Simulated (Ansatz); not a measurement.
System: a slab cut from ZnSe (slab content Zn₆Se₆), space group F-43m (No. 216).

Starting cell:
```yaml
crystal:
  lattice:
    - [0.00000, 2.83295, 2.83295]
    - [2.83295, 0.00000, 2.83295]
    - [2.83295, 2.83295, 0.00000]
  atoms:
    - { symbol: Zn, position: [0.00000, 0.00000, 0.00000] }
    - { symbol: Se, position: [0.75000, 0.75000, 0.75000] }
```

Input of one of the runs behind the figure:
```
crystal:
  lattice:
    - [4.0063895674, 0.0, 0.0]
    - [0.0, 5.6658904624, 0.0]
    - [0.0, 0.0, 25.0159739186]
  atoms:
    - { symbol: Zn, position: [0.5, 0.5, 0.2998084354] }
    - { symbol: Se, position: [0.0, 0.25, 0.2998084354] }
    - { symbol: Zn, position: [0.0, 0.0, 0.3798850612] }
    - { symbol: Se, position: [0.5, 0.75, 0.3798850612] }
    - { symbol: Zn, position: [0.5, 0.5, 0.4599616871] }
    - { symbol: Se, position: [0.0, 0.25, 0.4599616871] }
    - { symbol: Zn, position: [0.0, 0.0, 0.5400383129] }
    - { symbol: Se, position: [0.5, 0.75, 0.5400383129] }
    - { symbol: Zn, position: [0.5, 0.5, 0.6201149388] }
    - { symbol: Se, position: [0.0, 0.25, 0.6201149388] }
    - { symbol: Zn, position: [0.0, 0.0, 0.7001915646] }
    - { symbol: Se, position: [0.5, 0.75, 0.7001915646] }
basis:
  ecutwfc: 500
kpoints:
  mp_grid: { grid: [7, 5, 1] }
hamiltonian:
  xc: r2scan
scf:
  occupations: { method: gaussian, width: 0.05 }
output:
  forces: true
  eigenvalues: true
  write_density: true
  write_potential: true
  elf: true
  volumetric_format: npy
relax:
  adjacent_minimum: "off"
  f_tol: 0.02
  max_steps: 60
efield:
  axis: 3
  dipole_correction: true
  ramp_width: 0.04
```

Command:
```bash
ansatz run input.yaml --threads 2 --pin off --max-ram 5120MiB --backend cpu --events-out ev --progress --plain --runs-dir out
```

How it was computed, with Ansatz 0.2.0: spacing and rumpling of the atomic planes of a slab cut from the relaxed bulk cell along the Miller plane (conventional indices), bottom to top, after all atoms relax, plane waves with PAW datasets, Γ-centred k mesh. Level: r2SCAN, no spin polarisation.

- space group in which the indices count: 216
- Miller index h: 1
- Miller index k: 1
- Miller index l: 0
- top plane: ZnSe
- bottom plane: ZnSe
- planes: 6
- surface cell: (1, 1)
- slab thickness as cut: 10.02 Å
- vacuum: 15 Å
- surface area: 22.7 Å²
- surface a: 4.006 Å
- surface b: 5.666 Å
- surface angle: 90 °
- slab atoms: 12
- wave cutoff: 500 eV
- k mesh: 7×5×1
- occupations: Gaussian
- smearing width: 0.05 eV
- boundary: dipole corrected

Describe the result: the spacing change of each pair of planes. The cases: 1–2; 2–3; 3–4; 4–5; 5–6.

The least value, −0.201 Å, is that of 1–2 and 5–6, and the largest, 0.042 Å, that of 2–3 and 4–5. In rising order: 1–2 (−0.201), 5–6 (−0.201), 3–4 (−0.008), 2–3 (0.042), 4–5 (0.042), in Å. The spacing to next, in Å, is 1.802 for 1–2, 2.045 for 2–3, 1.995 for 3–4, 2.045 for 4–5 and 1.802 for 5–6.

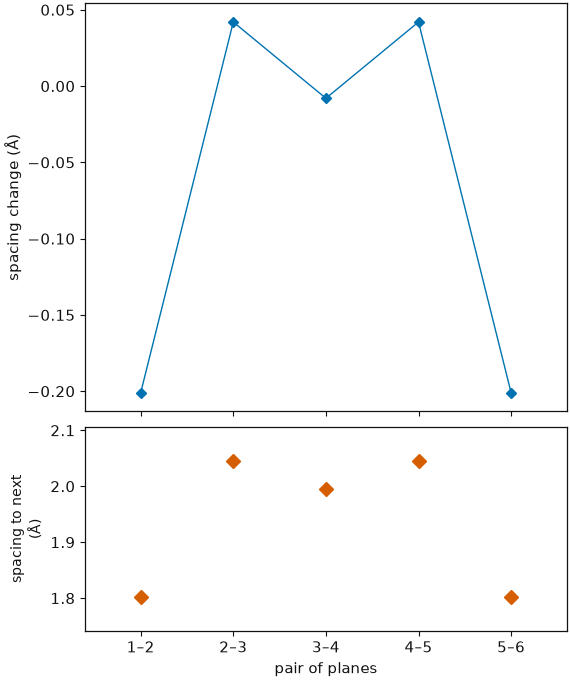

Keep in mind: odd k mesh can miss points on the zone edge; xc potential rough in thin density.
